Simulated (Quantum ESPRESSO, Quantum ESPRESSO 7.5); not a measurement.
# 1T-TaS2, 1 layer: vacuum convergence

Wanted: the cheapest sound input for 1T-TaS2, 1 layer, from a series that sets result against time.

Program: Quantum ESPRESSO 7.5. Level of theory: plane-wave DFT, PBE, GBRV ultrasoft pseudopotentials. Results are calculated unless marked as measured.

**1. The structure**

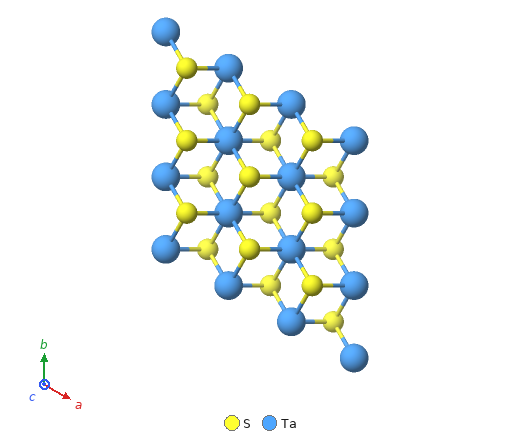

The cell as given, from above (sulfur yellow, tantalum blue). 3×3×1 cells are drawn. Some periodic images of atoms are drawn too.

The cell holds 3 atoms: 2 S and 1 Ta. Cell: a = 3.340 Å, b = 3.340 Å, c = 27.488 Å, α = 90.0°, β = 90.0°, γ = 120.0°. It derives from TaS2. Vacuum lies along c.

**2. Ground state: 24 Å of vacuum**

The first run is the reference of the series.

Contents of c0.in:

```
&control
  prefix = 'c0'
  outdir = './out'
  pseudo_dir = './pseudo'
  calculation = 'scf'
  tprnfor = .true.
/
&system
  ibrav = 0
  nat = 3
  ntyp = 2
  ecutwfc = 40
  ecutrho = 200
  occupations = 'smearing'
  smearing = 'fd'
  degauss = 0.004
  nspin = 2
  starting_magnetization(2) = 0.17
/
&electrons
  conv_thr = 1e-07
  mixing_beta = 0.4
  electron_maxstep = 120
  mixing_mode = 'local-TF'
/
ATOMIC_SPECIES
  S   32.0600  s_pbe_v1.4.uspp.F.UPF
  Ta  180.9479  ta_pbe_v1.uspp.F.UPF
CELL_PARAMETERS angstrom
  3.34000000000000 0.00000000000000 0.00000000000000
  -1.67000000000000 2.89252484864002 0.00000000000000
  0.00000000000000 0.00000000000000 27.48796024442176
ATOMIC_POSITIONS crystal
  S   0.666666666667 0.333333333333 0.436554764097
  Ta  0.000000000000 0.000000000000 0.500000000000
  S   0.333333333333 0.666666666667 0.563445235903
K_POINTS automatic
  12 12 1 0 0 0
```

Launch:

```console
$ OMP_NUM_THREADS=1 mpirun -n 4 pw.x -nk 4 -in c0.in > c0.out
```

Log:

```text
Program PWSCF v.7.5 starts
[citation notice left out]

     Parallel version (MPI & OpenMP), running on       4 processor cores
     Number of MPI processes:                 4
     Threads/MPI process:                     1

     MPI processes distributed on     1 nodes
[...]
Current dimensions of program PWSCF are:
     Max number of different atomic species (ntypx) = 10
     Max number of k-points (npk) =  40000
     Max angular momentum in pseudopotentials (lmaxx) =  4
     Message from routine setup:
     using ibrav=0 with symmetry is DISCOURAGED, use correct ibrav instead

     K-points division:     npool     =       4
     Subspace diagonalization in iterative solution of the eigenvalue problem:
     a serial algorithm will be used

     G-vector sticks info
     --------------------
     sticks:   dense  smooth     PW     G-vecs:    dense   smooth      PW
     Sum         559     439    127                85607    61295   10165

     Using Slab Decomposition

     bravais-lattice index     =            0
     lattice parameter (alat)  =       6.3117  a.u.
     unit-cell volume          =    1792.1018 (a.u.)^3
     number of atoms/cell      =            3
     number of atomic types    =            2
     number of electrons       =        25.00
     number of Kohn-Sham states=           17
     kinetic-energy cutoff     =      40.0000  Ry
     charge density cutoff     =     200.0000  Ry
     scf convergence threshold =      1.0E-07
     mixing beta               =       0.4000
     number of iterations used =            8  local-TF  mixing
     Exchange-correlation= SLA  PW   PBE  PBE
                           (   1   4   3   4   0   0   0)

     celldm(1)=   6.311685  celldm(2)=   0.000000  celldm(3)=   0.000000
     celldm(4)=   0.000000  celldm(5)=   0.000000  celldm(6)=   0.000000

     crystal axes: (cart. coord. in units of alat)
               a(1) = (   1.000000   0.000000   0.000000 )
               a(2) = (  -0.500000   0.866025   0.000000 )
               a(3) = (   0.000000   0.000000   8.229928 )

     reciprocal axes: (cart. coord. in units 2 pi/alat)
               b(1) = (  1.000000  0.577350 -0.000000 )
               b(2) = (  0.000000  1.154701  0.000000 )
               b(3) = (  0.000000 -0.000000  0.121508 )

     PseudoPot. # 1 for S  read from file:
     ./pseudo/s_pbe_v1.4.uspp.F.UPF
     Pseudo is Ultrasoft + core correction, Zval =  6.0
     Generated by new atomic code, or converted to UPF format
     Using radial grid of  907 points,  6 beta functions with:
                l(1) =   0
                l(2) =   0
                l(3) =   1
                l(4) =   1
                l(5) =   2
                l(6) =   2
     Q(r) pseudized with  8 coefficients,  rinner =    1.300   1.300   1.300
                                                       1.300   1.300

     PseudoPot. # 2 for Ta read from file:
     ./pseudo/ta_pbe_v1.uspp.F.UPF
     Pseudo is Ultrasoft + core correction, Zval = 13.0
     Generated by new atomic code, or converted to UPF format
     Using radial grid of  921 points,  7 beta functions with:
                l(1) =   0
                l(2) =   0
                l(3) =   1
                l(4) =   1
                l(5) =   2
                l(6) =   2
                l(7) =   3
     Q(r) pseudized with  6 coefficients,  rinner =    1.300   1.300   1.300
                                                       1.300   1.300   1.300
                                                       1.300

     atomic species   valence    mass     pseudopotential
     S                 6.00    32.06000     S ( 1.00)
     Ta               13.00   180.94790     Ta( 1.00)

     Starting magnetic structure
     atomic species   magnetization
     S               0.000
     Ta              0.170

     12 Sym. Ops., with inversion, found

   Cartesian axes

     site n.     atom                  positions (alat units)
         1        S      tau(   1) = (   0.5000000   0.2886751   3.5928144  )
         2        Ta     tau(   2) = (   0.0000000   0.0000000   4.1149641  )
         3        S      tau(   3) = (  -0.0000000   0.5773503   4.6371138  )

     number of k points=    19  Fermi-Dirac smearing, width (Ry)=  0.0040
                       cart. coord. in units 2pi/alat
        k(    1) = (   0.0000000   0.0000000   0.0000000), wk =   0.0069444
        k(    2) = (   0.0000000   0.0962250   0.0000000), wk =   0.0416667
        k(    3) = (   0.0000000   0.1924501   0.0000000), wk =   0.0416667
        k(    4) = (   0.0000000   0.2886751   0.0000000), wk =   0.0416667
        k(    5) = (   0.0000000   0.3849002   0.0000000), wk =   0.0416667
        k(    6) = (   0.0000000   0.4811252   0.0000000), wk =   0.0416667
        k(    7) = (   0.0000000  -0.5773503   0.0000000), wk =   0.0208333
        k(    8) = (   0.0833333   0.1443376   0.0000000), wk =   0.0416667
        k(    9) = (   0.0833333   0.2405626   0.0000000), wk =   0.0833333
        k(   10) = (   0.0833333   0.3367877   0.0000000), wk =   0.0833333
[...]
k(   19) = (   0.3333333   0.5773503   0.0000000), wk =   0.0138889

     Dense  grid:    85607 G-vectors     FFT dimensions: (  30,  30, 240)

     Smooth grid:    61295 G-vectors     FFT dimensions: (  25,  25, 216)

     Estimated max dynamical RAM per process >     238.32 MB

     Estimated total dynamical RAM >     827.87 MB
     Generating pointlists ...
     new r_m :   0.3211 (alat units)  2.0267 (a.u.) for type    1
     new r_m :   0.3211 (alat units)  2.0267 (a.u.) for type    2

     Initial potential from superposition of free atoms

     starting charge      24.9988, renormalised to      25.0000

     negative rho (up, down):  5.369E-02 3.804E-02
     Starting wfcs are   21 randomized atomic wfcs

     total cpu time spent up to now is        1.4 secs

     per-process dynamical memory:    93.5 Mb

     Self-consistent Calculation

     iteration #  1     ecut=    40.00 Ry     beta= 0.40
     Davidson diagonalization with overlap
     ethr =  1.00E-02,  avg # of iterations =  2.3

     Threshold (ethr) on eigenvalues was too large:
     Diagonalizing with lowered threshold

     Davidson diagonalization with overlap
     ethr =  9.58E-04,  avg # of iterations =  1.5

     negative rho (up, down):  5.061E-02 4.077E-02

     total cpu time spent up to now is        5.4 secs

     total energy              =    -190.25706171 Ry
     estimated scf accuracy    <       0.23589071 Ry

     total magnetization       =     0.49 Bohr mag/cell
     absolute magnetization    =     0.66 Bohr mag/cell

     iteration #  2     ecut=    40.00 Ry     beta= 0.40
[...]
negative rho (up, down):  4.736E-02 4.476E-02

[...]
total energy              =    -190.25503993 Ry
     estimated scf accuracy    <       0.07615268 Ry

     total magnetization       =     0.40 Bohr mag/cell
     absolute magnetization    =     0.56 Bohr mag/cell

     iteration #  3     ecut=    40.00 Ry     beta= 0.40
[...]
negative rho (up, down):  4.780E-02 4.679E-02

[...]
total energy              =    -190.26300885 Ry
     estimated scf accuracy    <       0.01422791 Ry

     total magnetization       =     0.26 Bohr mag/cell
     absolute magnetization    =     0.39 Bohr mag/cell

     iteration #  4     ecut=    40.00 Ry     beta= 0.40
[...]
negative rho (up, down):  4.728E-02 4.797E-02

[...]
total energy              =    -190.26430068 Ry
     estimated scf accuracy    <       0.00585897 Ry

     total magnetization       =     0.18 Bohr mag/cell
     absolute magnetization    =     0.26 Bohr mag/cell

     iteration #  5     ecut=    40.00 Ry     beta= 0.40
[...]
negative rho (up, down):  4.747E-02 4.755E-02

[...]
total energy              =    -190.26488754 Ry
     estimated scf accuracy    <       0.00094896 Ry

     total magnetization       =     0.11 Bohr mag/cell
     absolute magnetization    =     0.16 Bohr mag/cell

     iteration #  6     ecut=    40.00 Ry     beta= 0.40
[...]
negative rho (up, down):  4.786E-02 4.764E-02

[...]
total energy              =    -190.26502576 Ry
     estimated scf accuracy    <       0.00347329 Ry

     total magnetization       =     0.05 Bohr mag/cell
     absolute magnetization    =     0.07 Bohr mag/cell

     iteration #  7     ecut=    40.00 Ry     beta= 0.40
[...]
negative rho (up, down):  4.752E-02 4.745E-02

[...]
total energy              =    -190.26527780 Ry
     estimated scf accuracy    <       0.00061600 Ry

     total magnetization       =     0.01 Bohr mag/cell
     absolute magnetization    =     0.01 Bohr mag/cell

     iteration #  8     ecut=    40.00 Ry     beta= 0.40
[...]
negative rho (up, down):  4.790E-02 4.790E-02

[...]
total energy              =    -190.26507992 Ry
     estimated scf accuracy    <       0.00066128 Ry

     total magnetization       =    -0.00 Bohr mag/cell
     absolute magnetization    =     0.00 Bohr mag/cell

     iteration #  9     ecut=    40.00 Ry     beta= 0.40
[...]
negative rho (up, down):  4.894E-02 4.899E-02

[...]
total energy              =    -190.26518811 Ry
     estimated scf accuracy    <       0.00023142 Ry

     total magnetization       =    -0.03 Bohr mag/cell
     absolute magnetization    =     0.04 Bohr mag/cell

     iteration # 10     ecut=    40.00 Ry     beta= 0.40
[...]
negative rho (up, down):  4.905E-02 4.901E-02

[...]
total energy              =    -190.26522662 Ry
     estimated scf accuracy    <       0.00005267 Ry

     total magnetization       =    -0.03 Bohr mag/cell
     absolute magnetization    =     0.04 Bohr mag/cell

     iteration # 11     ecut=    40.00 Ry     beta= 0.40
[...]
negative rho (up, down):  4.832E-02 4.823E-02

[...]
total energy              =    -190.26522829 Ry
     estimated scf accuracy    <       0.00003729 Ry

     total magnetization       =    -0.03 Bohr mag/cell
     absolute magnetization    =     0.04 Bohr mag/cell

     iteration # 12     ecut=    40.00 Ry     beta= 0.40
[...]
negative rho (up, down):  4.813E-02 4.810E-02

[...]
total energy              =    -190.26524730 Ry
     estimated scf accuracy    <       0.00000425 Ry

     total magnetization       =    -0.01 Bohr mag/cell
     absolute magnetization    =     0.01 Bohr mag/cell

     iteration # 13     ecut=    40.00 Ry     beta= 0.40
[...]
negative rho (up, down):  4.800E-02 4.801E-02

[...]
total energy              =    -190.26524866 Ry
     estimated scf accuracy    <       0.00000054 Ry

     total magnetization       =    -0.01 Bohr mag/cell
     absolute magnetization    =     0.01 Bohr mag/cell

     iteration # 14     ecut=    40.00 Ry     beta= 0.40
[...]
negative rho (up, down):  4.800E-02 4.800E-02

     Magnetic moment per site  (integrated on atomic sphere of radius R)
     atom   1 (R=0.321)  charge=  4.5571  magn=  0.0001
     atom   2 (R=0.321)  charge=  9.7939  magn= -0.0023
     atom   3 (R=0.321)  charge=  4.5571  magn=  0.0001

[...]
End of self-consistent calculation

 ------ SPIN UP ------------

          k = 0.0000 0.0000 0.0000 (  7629 PWs)   bands (ev):

   -70.8399 -37.1545 -37.1532 -37.1532 -15.8391 -14.8877  -7.8146  -4.5476
    -4.3959  -4.3959  -2.0274  -2.0095  -2.0095  -1.2887  -1.2887   1.5466
     1.5466

          k = 0.0000 0.0962 0.0000 (  7687 PWs)   bands (ev):

   -70.8391 -37.1713 -37.1574 -37.1517 -15.7463 -14.8519  -7.6837  -5.0449
    -4.3539  -4.0478  -2.8157  -2.3636  -1.9057  -1.1167  -0.9549   1.3264
     1.5581

          k = 0.0000 0.1925 0.0000 (  7703 PWs)   bands (ev):

   -70.8369 -37.2198 -37.1691 -37.1432 -15.4822 -14.7501  -7.3191  -5.6075
    -4.2830  -4.1567  -3.8183  -2.8303  -2.0161  -0.9519  -0.5078   1.1299
     1.6319

          k = 0.0000 0.2887 0.0000 (  7689 PWs)   bands (ev):

   -70.8338 -37.2851 -37.1848 -37.1315 -15.0956 -14.5955  -6.8632  -6.0239
    -5.3460  -4.3216  -4.0475  -3.0939  -2.3910  -0.6054  -0.1026   1.3851
     1.7793

          k = 0.0000 0.3849 0.0000 (  7667 PWs)   bands (ev):

   -70.8307 -37.3495 -37.2003 -37.1200 -14.7003 -14.3835  -6.9536  -6.2905
    -5.8183  -4.4944  -4.4308  -3.1551  -2.7710  -0.0002   0.3491   1.9247
     1.9683

          k = 0.0000 0.4811 0.0000 (  7665 PWs)   bands (ev):

   -70.8285 -37.3963 -37.2118 -37.1114 -14.4777 -14.0993  -7.5915  -6.3969
    -5.7442  -4.6585  -4.5732  -3.1576  -3.0064   0.7804   0.8037   2.0136
     2.4093

[...]
the Fermi energy is    -1.9326 ev

!    total energy              =    -190.26524943 Ry
     estimated scf accuracy    <       0.00000005 Ry
     smearing contrib. (-TS)   =      -0.00148709 Ry
     internal energy E=F+TS    =    -190.26376234 Ry

     The total energy is F=E-TS. E is the sum of the following terms:
     one-electron contribution =   -1400.56970249 Ry
     hartree contribution      =     698.66319098 Ry
     xc contribution           =     -58.89349076 Ry
     ewald contribution        =     570.53623993 Ry

     total magnetization       =    -0.00 Bohr mag/cell
     absolute magnetization    =     0.01 Bohr mag/cell

     convergence has been achieved in  14 iterations

     negative rho (up, down):  4.800E-02 4.800E-02

     Forces acting on atoms (cartesian axes, Ry/au):

     atom    1 type  1   force =     0.00000000   -0.00000000    0.09704189
     atom    2 type  2   force =     0.00000000   -0.00000000    0.00000000
     atom    3 type  1   force =    -0.00000000    0.00000000   -0.09704189

     Total force =     0.137238     Total SCF correction =     0.000213

[...]
=------------------------------------------------------------------------------=
   JOB DONE.
=------------------------------------------------------------------------------=
```

The job ended after 37 s (4 MPI ranks of Arm Neoverse V2, shared host; peak memory 0.99 GiB; 2.5 min of CPU time).

This step gave:

* free energy: -2588.6906 eV
* energy at zero smearing: -2588.6805 eV
* Fermi energy: -1.933 eV
* absolute magnetization: 0.01 μB
* site moments: 1.00e-4, -0.0023, 1.00e-4 μB

The program's own clock; routines nest. Time by routine:

```csv
routine,wall time (s),calls
PWSCF,36.31,1
electrons,34.28,1
c_bands,17.45,15
cegterg,15.05,150
h_psi,11.92,472
fftw,10.4,14478
vloc_psi,9.66,472
sum_band,7.8,15
mix_rho,4.19,15
newd,3.05,15
ffts,2.32,1659
v_of_rho,1.93,15
calbec,1.68,662
init_run,1.29,1
```

The run needed 14 iterations to bring the estimated error under 1e-07 Ry; the largest force on any atom, held or free, is 2.50 eV/Å, so this geometry is far from relaxed and its levels are not those of the real material. The starting moments died out.

**3. Potential by pp.x**

plot_num = 11 writes the bare and Hartree potential. It leaves out exchange and correlation, which fade slowly, so it flattens close to the surface.

Contents of c0.pot.in:

```
&inputpp
  prefix = 'c0'
  outdir = './out'
  filplot = 'c0.pot.dat'
  plot_num = 11
/
```

Launch:

```console
$ OMP_NUM_THREADS=1 mpirun -n 4 pp.x -in c0.pot.in > c0.pot.out
```

Log:

```text
[banner, memory and clock lines left out]
Program POST-PROC v.7.5 starts

          URL

     ./out/c0.save/

     IMPORTANT: XC functional enforced from input :
     Exchange-correlation= PBE
                           (   1   4   3   4   0   0   0)
     Any further DFT definition will be discarded
     Please, verify this is what you really want

     negative rho (up, down):  4.800E-02 4.800E-02

     Calling punch_plot, plot_num =  11
     Writing data to file  c0.pot.dat
     Message from routine chdens:
     namelist plot not found or invalid, exiting
```

Elapsed: 1.1 s, on 4 MPI ranks; peak memory 0.16 GiB.

This step gave:

```
potential in the middle of the vacuum, over the Fermi level : 5.330 eV
```

Electrostatic potential energy of an electron; zero at the Fermi level. The potential energy, planar mean by z:

```csv
z (Å),"potential energy, planar mean (eV)"
0,5.33
2,5.33
4,5.33
6,5.33
8,5.33
10,5.25
12,-11.5
14,-7.06
16,-3.24
18,5.31
20,5.33
22,5.33
24,5.33
26,5.33
```

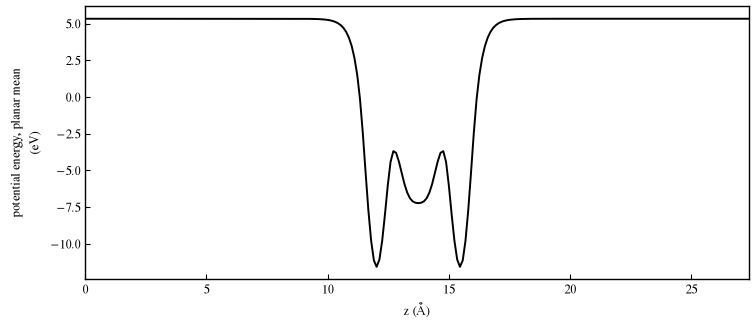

Potential energy, planar mean against z.

Inside the slab this potential holds the local part of the pseudopotentials, which can be repulsive at the nuclei; only its value in the vacuum has a meaning of its own.

(Continued in part 2 of 3.)

[Logs are printed without paths, hosts, clocks, repeated set-up lines and the standing remarks that a program may print on its own settings, such as how far it seeks lower states.]

[Hosts, paths, dates, database ids (printed as entryN), source tags and the programs' standing remarks are cut or masked in the printed files.]

[Maps of the electrostatic potential energy from Ansatz leave out the sawtooth potential of an applied field or a dipole correction, so their vacuum need not be flat; planar profiles and work functions include it.]
